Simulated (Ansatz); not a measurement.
## Geometry relaxation, with input and output: Ga$_{2}$O$_{3}$ (part 1 of 2)

The run: geometry relaxation of Ga$_{2}$O$_{3}$ (R-3c, 10 atoms in the cell). Method and program: DFT r2SCAN, scalar-relativistic, plane waves, PAW, no spin polarisation (Ansatz 0.2.0).

The structure derives from an entry of the Crystallography Open Database.

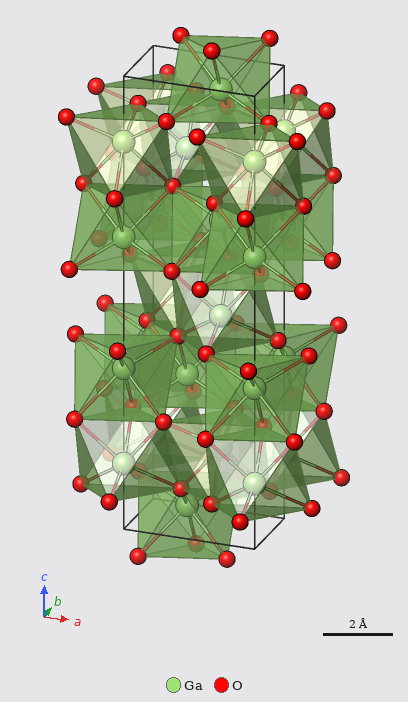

**Figure 1.** The input geometry (polyhedral view of the cell 3 times as large as that of the calculation, set on its symmetry axes, seen slightly off an axis; polyhedra are completed across the faces of the cell). An atom can appear more than once, as a periodic image.

The input:
```yaml
crystal:
  lattice:
    - [2.4912496591, 1.4383236613, 4.47767]
    - [-2.4912496591, 1.4383236613, 4.47767]
    - [0.0, -2.8766473226, 4.47767]
  atoms:
    - { symbol: Ga, position: [0.3554, 0.3554, 0.3554] }
    - { symbol: Ga, position: [0.1446, 0.1446, 0.1446] }
    - { symbol: Ga, position: [0.6446, 0.6446, 0.6446] }
    - { symbol: Ga, position: [0.8554, 0.8554, 0.8554] }
    - { symbol: O, position: [0.5549, 0.9451, 0.25] }
    - { symbol: O, position: [0.25, 0.5549, 0.9451] }
    - { symbol: O, position: [0.9451, 0.25, 0.5549] }
    - { symbol: O, position: [0.4451, 0.0549, 0.75] }
    - { symbol: O, position: [0.75, 0.4451, 0.0549] }
    - { symbol: O, position: [0.0549, 0.75, 0.4451] }
basis:
  ecutwfc: 500
kpoints:
  mp_grid: { grid: [6, 6, 6] }
hamiltonian:
  xc: r2scan
scf:
  occupations: { method: gaussian, width: 0.02 }
output:
  forces: true
  stress: true
  eigenvalues: true
  write_density: true
  write_potential: true
  elf: true
  volumetric_format: npy
relax:
  adjacent_minimum: "off"
  f_tol: 0.005
  max_steps: 80
  cell: { stress_tol: 0.05 }
```

Machine: 2 threads of Intel Xeon @ 2.70GHz, 189 GiB of memory available, shared host.

Launch command:
```bash
ansatz run input.yaml --threads 2 --pin off --max-ram 5120MiB --backend cpu --events-out ev --progress --plain --runs-dir out
```

Output:
```
Engine: ansatz 0.2.0, x86_64-unknown-linux-gnu
Pseudopotentials: kind: paw
Pseudopotential: Ga, paw, valence charge 13, recommended cutoff 500 eV (meta_gga), Ga.paw.azcp
Pseudopotential: O, paw, valence charge 6, recommended cutoff 500 eV (meta_gga), O.paw.azcp
Functional definition: r2SCAN
  parameter k0 = 0.174
  parameter k1 = 0.065
  parameter a1 = 4.9479
  exchange = r2scan_x(k0 = k0, k1 = k1, a1 = a1)
  correlation = r2scan_c
Crystal: 10 atoms, lattice volume = 96.267 Å³
Basis set: ecut = 500 eV, 2429 PW (Γ), exchange–correlation on 160×160×160 points (64 copies of the dense FFT grid, shifted against one another)
Bands: 54, of which v1, the nominal top of the filled ones, is band 44 counted from 1 (43 counted from 0)
Symmetry: 12 space group operations
Space group: R-3c (ITA 167), of the structure as read, at distance tolerance 4.6e-5 Å
k-points: 32 of 216
Non-local potential: Ga, projectors of the file, l = 0: 2, l = 1: 2, l = 2: 3, l = 3: 1
Non-local potential: O, projectors of the file, l = 0: 2, l = 1: 2, l = 2: 1
PAW form: soft (Blöchl's): semilocal exchange-correlation on the pseudo side does not see the compensation charge
PAW frozen core: Ga, regenerated for the run's functional (the file was generated under x = pbe(κ = 0.804, μ = 0.2195149727645171), c = pbe(β = 0.06672455060314922))
PAW frozen core: O, regenerated for the run's functional (the file was generated under x = pbe(κ = 0.804, μ = 0.2195149727645171), c = pbe(β = 0.06672455060314922))
PAW one-centre angular grid: Ga, 590 points (default); XC on 160 Gauss nodes
PAW one-centre angular grid: O, 302 points (default); XC on 160 Gauss nodes
Initial density: superposition of atomic densities (neutral atoms: chi_scale 0, normalization atom), corrected by the library's trained network
Initial wavefunctions: pseudopotential atomic-orbital guess
Functional: x = r2scan, c = r2scan; τ floored in thin density (d = 2e-4 eV/Å³)
SCF iter   1: F=—  HF=-18577.461142 eV  |F-HF|=—  |Δ(HF+E_count)|=         —  Δρ=1.46e-2  dr2=9.13e-2  dr2_τ=3.92e-1  ethr=1.77e-3  ⟨swp⟩=6.2  Hψ=6450  notcnv=0  defer=8
preconditioner: auto → Resta (q_TF=auto, 2.688 Å⁻¹)  ε∞=4.3  [insulator: Δε(μ)=3.550 eV  Ē_g=19.438 eV  σ=0.020 eV  W_gap=1.00  n_scr=26 (ndim 8)  ℏωp=35.5 eV  f_vac=0.015  D(μ)=0.00/eV (n_scr^D=0)  ε∞_Penn≈4.3]
SCF iter   2: F=—  HF=-18577.662979 eV  |F-HF|=—  |Δ(HF+E_count)|=   2.02e-1  Δρ=7.50e-3  dr2=3.05e-2  dr2_τ=1.04e-3  ethr=1.04e-4  ⟨swp⟩=2.8  Hψ=3681  notcnv=0  defer=137
SCF iter   3: F=—  HF=-18577.662597 eV  |F-HF|=—  |Δ(HF+E_count)|=   3.82e-4  Δρ=3.81e-3  dr2=4.53e-3  dr2_τ=6.65e-4  ethr=3.46e-5  ⟨swp⟩=3.0  Hψ=3149  notcnv=0  defer=137
SCF iter   4: F=—  HF=-18577.662002 eV  |F-HF|=—  |Δ(HF+E_count)|=   5.95e-4  Δρ=6.04e-4  dr2=1.79e-4  dr2_τ=5.85e-5  ethr=5.15e-6  ⟨swp⟩=2.0  Hψ=2990  notcnv=0  defer=137
SCF iter   5: F=—  HF=-18577.662070 eV  |F-HF|=—  |Δ(HF+E_count)|=   6.76e-5  Δρ=1.43e-4  dr2=9.54e-6  dr2_τ=1.44e-6  ethr=2.03e-7  ⟨swp⟩=2.0  Hψ=2999  notcnv=0  defer=137
SCF iter   6: F=—  HF=-18577.662075 eV  |F-HF|=—  |Δ(HF+E_count)|=   5.33e-6  Δρ=1.57e-5  dr2=2.16e-7  dr2_τ=1.31e-8  ethr=1.08e-8  ⟨swp⟩=2.0  Hψ=2999  notcnv=0  defer=137
SCF iter   7: F=-18577.662075 eV  HF=-18577.662075 eV  |F-HF|=9.79e-10  |Δ(HF+E_count)|=   1.05e-7  Δρ=5.08e-6  dr2=2.43e-8  dr2_τ=7.43e-10  ethr=1.14e-10  ⟨swp⟩=13.1  Hψ=11679  notcnv=0
SCF 1 converged in 7 iterations: F = -18577.662075 eV  dr2 = 2.43e-8
  greatest PAW one-centre occupation: 0.997 electrons in one spin orbital (limit 2), on the Ga atom at site 2 (counted from 0), in its partial waves of l = 2
relax step   1: F+E_penalty+E_count = -18577.66207511 eV  Δ(F+E_penalty+E_count) = +0.000e0 eV  max|allowed force component| = 1.181e-1 eV/Å  Δτ_max = 0.0000 Å  P = +0.347 GPa  Ω = 96.267 Å³  (7 SCF iters, dr2 threshold 1.00e-7 eV, accepted)
Crystal: 10 atoms, lattice volume = 96.342 Å³
Initial density: handed on by an earlier stage of this run
Initial wavefunctions: those handed on with the density
iter 1 solved again at ethr=4.95e-7 eV; its pass at ethr=3.10e-3 eV (dr2=4.36e-4 eV) is discarded
SCF iter   1: F=—  HF=-18577.663471 eV  |F-HF|=—  |Δ(HF+E_count)|=         —  Δρ=1.23e-3  dr2=4.45e-4  dr2_τ=7.36e-3  ethr=4.95e-7  ⟨swp⟩=2.8  Hψ=7335  notcnv=0
preconditioner: auto → Resta (q_TF=auto, 2.687 Å⁻¹)  ε∞=4.4  [insulator: Δε(μ)=3.557 eV  Ē_g=19.342 eV  σ=0.020 eV  W_gap=1.00  n_scr=26 (ndim 8)  ℏωp=35.5 eV  f_vac=0.017  D(μ)=0.00/eV (n_scr^D=0)  ε∞_Penn≈4.4]
SCF iter   2: F=—  HF=-18577.663835 eV  |F-HF|=—  |Δ(HF+E_count)|=   3.64e-4  Δρ=6.35e-4  dr2=1.31e-4  dr2_τ=4.60e-6  ethr=4.95e-7  ⟨swp⟩=2.0  Hψ=3456  notcnv=0
SCF iter   3: F=—  HF=-18577.663827 eV  |F-HF|=—  |Δ(HF+E_count)|=   8.35e-6  Δρ=7.69e-5  dr2=2.58e-6  dr2_τ=1.17e-6  ethr=1.49e-7  ⟨swp⟩=2.0  Hψ=2878  notcnv=0
SCF iter   4: F=-18577.663831 eV  HF=-18577.663831 eV  |F-HF|=2.22e-7  |Δ(HF+E_count)|=   3.92e-6  Δρ=3.37e-5  dr2=5.98e-7  dr2_τ=4.57e-8  ethr=9.91e-10  ⟨swp⟩=9.7  Hψ=14607  notcnv=0
SCF 2 converged in 4 iterations: F = -18577.663831 eV  dr2 = 5.98e-7
  greatest PAW one-centre occupation: 0.997 electrons in one spin orbital (limit 2), on the Ga atom at site 3 (counted from 0), in its partial waves of l = 2
relax step   2: F+E_penalty+E_count = -18577.66383071 eV  Δ(F+E_penalty+E_count) = -1.756e-3 eV  max|allowed force component| = 4.945e-2 eV/Å  Δτ_max = 0.0054 Å  P = +0.198 GPa  Ω = 96.342 Å³  energy of the carried Pulay correction = -6.414e-5 eV  (4 SCF iters, dr2 threshold 8.72e-7 eV, accepted)
Crystal: 10 atoms, lattice volume = 96.405 Å³
iter 1 solved again at ethr=5.83e-8 eV; its pass at ethr=3.10e-3 eV (dr2=5.13e-5 eV) is discarded
SCF iter   1: F=—  HF=-18577.664178 eV  |F-HF|=—  |Δ(HF+E_count)|=         —  Δρ=2.98e-4  dr2=5.37e-5  dr2_τ=2.21e-4  ethr=5.83e-8  ⟨swp⟩=2.5  Hψ=6849  notcnv=0
preconditioner: auto → Resta (q_TF=auto, 2.687 Å⁻¹)  ε∞=4.4  [insulator: Δε(μ)=3.549 eV  Ē_g=19.334 eV  σ=0.020 eV  W_gap=1.00  n_scr=26 (ndim 8)  ℏωp=35.5 eV  f_vac=0.017  D(μ)=0.00/eV (n_scr^D=0)  ε∞_Penn≈4.4]
SCF iter   2: F=—  HF=-18577.664223 eV  |F-HF|=—  |Δ(HF+E_count)|=   4.56e-5  Δρ=1.43e-4  dr2=1.22e-5  dr2_τ=6.31e-7  ethr=5.83e-8  ⟨swp⟩=2.0  Hψ=3136  notcnv=0
SCF iter   3: F=—  HF=-18577.664223 eV  |F-HF|=—  |Δ(HF+E_count)|=   9.41e-7  Δρ=2.95e-5  dr2=5.88e-7  dr2_τ=5.30e-8  ethr=1.38e-8  ⟨swp⟩=2.2  Hψ=2890  notcnv=0
SCF iter   4: F=-18577.664223 eV  HF=-18577.664223 eV  |F-HF|=6.84e-8  |Δ(HF+E_count)|=   3.65e-7  Δρ=1.28e-5  dr2=9.13e-8  dr2_τ=9.95e-9  ethr=5.02e-10  ⟨swp⟩=9.8  Hψ=12191  notcnv=0
SCF 3 converged in 4 iterations: F = -18577.664223 eV  dr2 = 9.13e-8
relax step   3: F+E_penalty+E_count = -18577.66422280 eV  Δ(F+E_penalty+E_count) = -3.921e-4 eV  max|allowed force component| = 2.962e-2 eV/Å  Δτ_max = 0.0007 Å  P = +0.010 GPa  Ω = 96.405 Å³  energy of the carried Pulay correction = -1.176e-4 eV  (4 SCF iters, dr2 threshold 4.42e-7 eV, accepted)
Crystal: 10 atoms, lattice volume = 96.413 Å³
iter 1 solved again at ethr=8.41e-8 eV; its pass at ethr=3.10e-3 eV (dr2=7.40e-5 eV) is discarded
SCF iter   1: F=—  HF=-18577.664312 eV  |F-HF|=—  |Δ(HF+E_count)|=         —  Δρ=4.21e-4  dr2=7.39e-5  dr2_τ=6.11e-5  ethr=8.41e-8  ⟨swp⟩=2.0  Hψ=5230  notcnv=0
preconditioner: auto → Resta (q_TF=auto, 2.687 Å⁻¹)  ε∞=4.4  [insulator: Δε(μ)=3.550 eV  Ē_g=19.336 eV  σ=0.020 eV  W_gap=1.00  n_scr=26 (ndim 8)  ℏωp=35.5 eV  f_vac=0.017  D(μ)=0.00/eV (n_scr^D=0)  ε∞_Penn≈4.4]
SCF iter   2: F=—  HF=-18577.664328 eV  |F-HF|=—  |Δ(HF+E_count)|=   1.61e-5  Δρ=1.97e-4  dr2=1.31e-5  dr2_τ=3.41e-7  ethr=8.40e-8  ⟨swp⟩=2.6  Hψ=3111  notcnv=0
SCF iter   3: F=—  HF=-18577.664327 eV  |F-HF|=—  |Δ(HF+E_count)|=   5.20e-7  Δρ=1.53e-5  dr2=7.72e-8  dr2_τ=1.69e-8  ethr=1.49e-8  ⟨swp⟩=2.4  Hψ=2985  notcnv=0
SCF iter   4: F=-18577.664328 eV  HF=-18577.664328 eV  |F-HF|=4.26e-9  |Δ(HF+E_count)|=   5.79e-7  Δρ=6.88e-6  dr2=2.26e-8  dr2_τ=3.00e-9  ethr=6.23e-11  ⟨swp⟩=9.5  Hψ=11703  notcnv=0
SCF 4 converged in 4 iterations: F = -18577.664328 eV  dr2 = 2.26e-8
relax step   4: F+E_penalty+E_count = -18577.66432799 eV  Δ(F+E_penalty+E_count) = -1.052e-4 eV  max|allowed force component| = 1.244e-2 eV/Å  Δτ_max = 0.0011 Å  P = -0.015 GPa  Ω = 96.413 Å³  energy of the carried Pulay correction = -1.242e-4 eV  (4 SCF iters, dr2 threshold 5.49e-8 eV, accepted)
iter 1 solved again at ethr=7.29e-8 eV; its pass at ethr=3.10e-3 eV (dr2=6.41e-5 eV) is discarded
SCF iter   1: F=—  HF=-18577.664350 eV  |F-HF|=—  |Δ(HF+E_count)|=         —  Δρ=4.20e-4  dr2=6.35e-5  dr2_τ=3.16e-5  ethr=7.29e-8  ⟨swp⟩=2.0  Hψ=5511  notcnv=0
preconditioner: auto → Resta (q_TF=auto, 2.687 Å⁻¹)  ε∞=4.4  [insulator: Δε(μ)=3.551 eV  Ē_g=19.338 eV  σ=0.020 eV  W_gap=1.00  n_scr=26 (ndim 8)  ℏωp=35.5 eV  f_vac=0.017  D(μ)=0.00/eV (n_scr^D=0)  ε∞_Penn≈4.4]
SCF iter   2: F=—  HF=-18577.664364 eV  |F-HF|=—  |Δ(HF+E_count)|=   1.38e-5  Δρ=2.00e-4  dr2=1.18e-5  dr2_τ=2.48e-7  ethr=7.22e-8  ⟨swp⟩=2.4  Hψ=2834  notcnv=0
SCF iter   3: F=—  HF=-18577.664360 eV  |F-HF|=—  |Δ(HF+E_count)|=   3.56e-6  Δρ=1.46e-5  dr2=1.01e-7  dr2_τ=1.33e-8  ethr=1.35e-8  ⟨swp⟩=2.0  Hψ=2420  notcnv=0
SCF iter   4: F=—  HF=-18577.664361 eV  |F-HF|=—  |Δ(HF+E_count)|=   9.01e-7  Δρ=5.94e-6  dr2=3.41e-8  dr2_τ=1.92e-9  ethr=1.10e-11  ⟨swp⟩=9.3  Hψ=11548  notcnv=0
SCF iter   5: F=-18577.664361 eV  HF=-18577.664361 eV  |F-HF|=3.02e-9  |Δ(HF+E_count)|=   3.42e-9  Δρ=2.51e-6  dr2=5.78e-9  dr2_τ=4.17e-10  ethr=1.10e-11  ⟨swp⟩=5.1  Hψ=9826  notcnv=0
SCF 5 converged in 5 iterations: F = -18577.664361 eV  dr2 = 5.78e-9
relax step   5: F+E_penalty+E_count = -18577.66436099 eV  Δ(F+E_penalty+E_count) = -3.300e-5 eV  max|allowed force component| = 5.676e-4 eV/Å  Δτ_max = 0.0011 Å  P = -0.009 GPa  Ω = 96.413 Å³  energy of the carried Pulay correction = -1.244e-4 eV  (5 SCF iters, dr2 threshold 9.67e-9 eV, accepted)
Initial wavefunctions: pseudopotential atomic-orbital guess (no wavefunctions were taken with the density)
iter 1 solved again at ethr=6.30e-9 eV; its pass at ethr=3.10e-3 eV (dr2=5.55e-6 eV) is discarded
SCF iter   1: F=—  HF=-18577.664481 eV  |F-HF|=—  |Δ(HF+E_count)|=         —  Δρ=4.07e-5  dr2=3.64e-8  dr2_τ=7.79e-9  ethr=6.30e-9  ⟨swp⟩=4.1  Hψ=11837  notcnv=0
SCF iter   2: F=—  HF=-18577.664483 eV  |F-HF|=—  |Δ(HF+E_count)|=   1.41e-6  Δρ=2.06e-5  dr2=1.08e-8  dr2_τ=1.14e-7  ethr=4.14e-11  ⟨swp⟩=2.0  Hψ=3119  notcnv=0
SCF iter   3: F=—  HF=-18577.664483 eV  |F-HF|=—  |Δ(HF+E_count)|=   6.24e-7  Δρ=3.12e-6  dr2=6.65e-10  dr2_τ=2.53e-9  ethr=1.23e-11  ⟨swp⟩=2.0  Hψ=3129  notcnv=0
SCF iter   4: F=-18577.664483 eV  HF=-18577.664483 eV  |F-HF|=2.15e-10  |Δ(HF+E_count)|=   1.34e-8  Δρ=4.83e-7  dr2=4.80e-11  dr2_τ=4.74e-11  ethr=1.00e-12  ⟨swp⟩=6.9  Hψ=9115  notcnv=0
SCF 6 converged in 4 iterations: F = -18577.664483 eV  dr2 = 4.80e-11
relax step   6: F+E_penalty+E_count = -18577.66448336 eV  Δ(F+E_penalty+E_count) = -1.224e-4 eV  max|allowed force component| = 6.358e-4 eV/Å  Δτ_max = 0.0000 Å  P = -0.010 GPa  Ω = 96.413 Å³  stress off target by 1.29e-2 GPa  SCF on the basis re-selected at this cell (its energy is not comparable with the rows above)  (4 SCF iters)
```

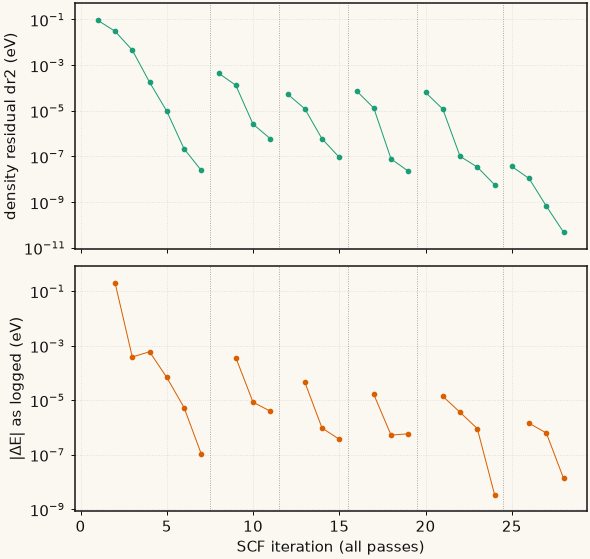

**Figure 2.** Convergence of the self-consistent field: density residual dr2 and size of the energy change against the SCF iteration. The dotted lines part the SCF passes of the relaxation: geometry steps, rejected trials and re-solves on a re-selected basis. The 6 passes take 4 to 7 iterations each, 28 in all.

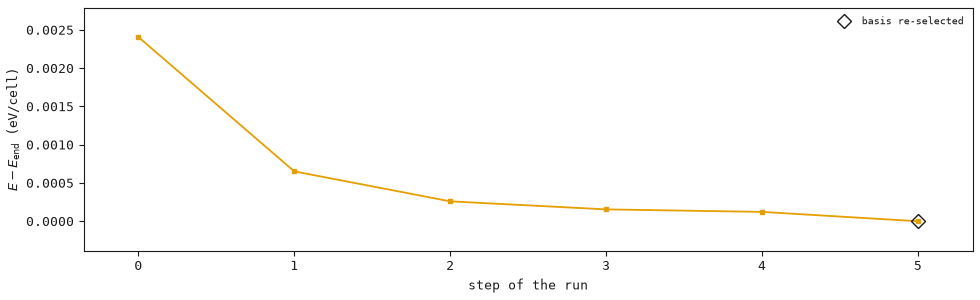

**Figure 3.** Progress of the relaxation, step by step (the first geometry is step 0 here and step 1 in the log). The largest moves relative to the cell, 0.006 Å, are those of O5, O6, O7, O8, O9 and O10. Ga stays in place. Cell: a = b 4.982 → 4.985 Å (0.0 %), c 13.433 → 13.442 Å (+0.1 %). Volume +0.2 %. Distances before and after: Ga1–O10 1.921 → 1.925 Å. The space group stays R-3c (No. 167). The energy falls by 2.3 meV per cell of the calculation in 4 geometry steps. The largest force component goes from 0.12 to 0.00064 eV/Å. The pressure goes from 0.35 to −0.01 GPa. A last SCF at the same geometry on a re-selected plane-wave basis shifts the energy by −0.1 meV per cell of the calculation. (Atoms are counted from 1 in the order of the input.)
